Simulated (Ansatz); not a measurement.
Consider Cu (slab).

Input file:

```
crystal:
  lattice:
    - [15.1181073815, 0.0, 0.0]
    - [0.0, 2.5196845636, 0.0]
    - [0.0, 0.0, 19.1267441655]
  atoms:
    - { symbol: Cu, position: [0.0, 0.0, 0.0784242204] }
    - { symbol: Cu, position: [0.0833333333, 0.5, 0.1715757796] }
    - { symbol: Cu, position: [0.1666666667, 0.0, 0.0784242204] }
    - { symbol: Cu, position: [0.25, 0.5, 0.1715757796] }
    - { symbol: Cu, position: [0.3333333333, 0.0, 0.0784242204] }
    - { symbol: Cu, position: [0.4166666667, 0.5, 0.1715757796] }
    - { symbol: Cu, position: [0.5, 0.0, 0.0784242204] }
    - { symbol: Cu, position: [0.5833333333, 0.5, 0.1715757796] }
    - { symbol: Cu, position: [0.6666666667, 0.0, 0.0784242204] }
    - { symbol: Cu, position: [0.75, 0.5, 0.1715757796] }
    - { symbol: Cu, position: [0.8333333333, 0.0, 0.0784242204] }
    - { symbol: Cu, position: [0.9166666667, 0.5, 0.1715757796] }
    - { symbol: Cu, position: [0.0, 0.0, 0.2647273388] }
    - { symbol: Cu, position: [0.0833333333, 0.5, 0.357878898] }
    - { symbol: Cu, position: [0.1666666667, 0.0, 0.2647273388] }
    - { symbol: Cu, position: [0.25, 0.5, 0.357878898] }
    - { symbol: Cu, position: [0.3333333333, 0.0, 0.2647273388] }
    - { symbol: Cu, position: [0.4166666667, 0.5, 0.357878898] }
    - { symbol: Cu, position: [0.5, 0.0, 0.2647273388] }
    - { symbol: Cu, position: [0.5833333333, 0.5, 0.357878898] }
    - { symbol: Cu, position: [0.6666666667, 0.0, 0.2647273388] }
    - { symbol: Cu, position: [0.75, 0.5, 0.357878898] }
    - { symbol: Cu, position: [0.8333333333, 0.0, 0.2647273388] }
    - { symbol: Cu, position: [0.9166666667, 0.5, 0.357878898] }
    - { symbol: Cu, position: [0.0, 0.0, 0.4510304572] }
    - { symbol: Cu, position: [0.1666666667, 0.0, 0.4510304572] }
    - { symbol: Cu, position: [0.3333333333, 0.0, 0.4510304572] }
basis:
  ecutwfc: 420
kpoints:
  mp_grid: { grid: [3, 14, 1] }
hamiltonian:
  xc: pbesol
scf:
  occupations: { method: gaussian, width: 0.1 }
output:
  forces: true
  eigenvalues: true
  populations: true
  write_density: true
  write_potential: true
  elf: true
  volumetric_format: npy
relax:
  adjacent_minimum: "off"
  f_tol: 0.02
  max_steps: 45
  constraints: [{ sites: [0, 1, 2, 3, 4, 5, 6, 7, 8, 9, 10, 11] }]
efield:
  axis: 3
  dipole_correction: true
  ramp_width: 0.04
```

Command:

```sh
ansatz run input.yaml --threads 4 --pin off --max-ram 11264MiB --backend cpu --events-out ev --progress --plain --runs-dir out
```

The fields are those of the run's last geometry, not of the input's.

Computed without spin polarisation.

Level of theory: Ansatz, DFT PBEsol, scalar-relativistic, plane waves, PAW.

Q: Predict the valence pseudo-density and electron localisation function between the atoms.

A: Cu–Cu (2.52 Å): ρ is about 0.33 e/Å³ halfway; the ELF is about 0.20 at the midpoint; no shared electron pair shows on this line.

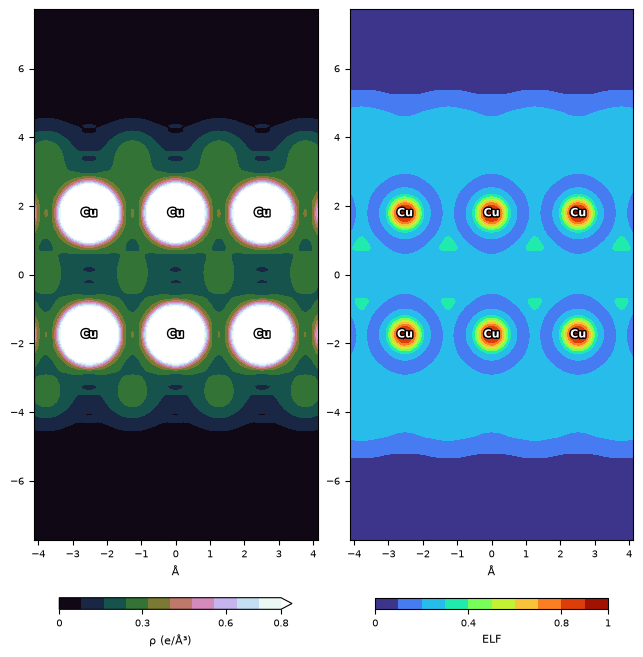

Computed valence pseudo-density and electron localisation function on the (100) plane of the calculation cell, a cut from vacuum to vacuum, in this order. 

In a PAW calculation such maps are meaningful between the atoms, not at the nuclei.
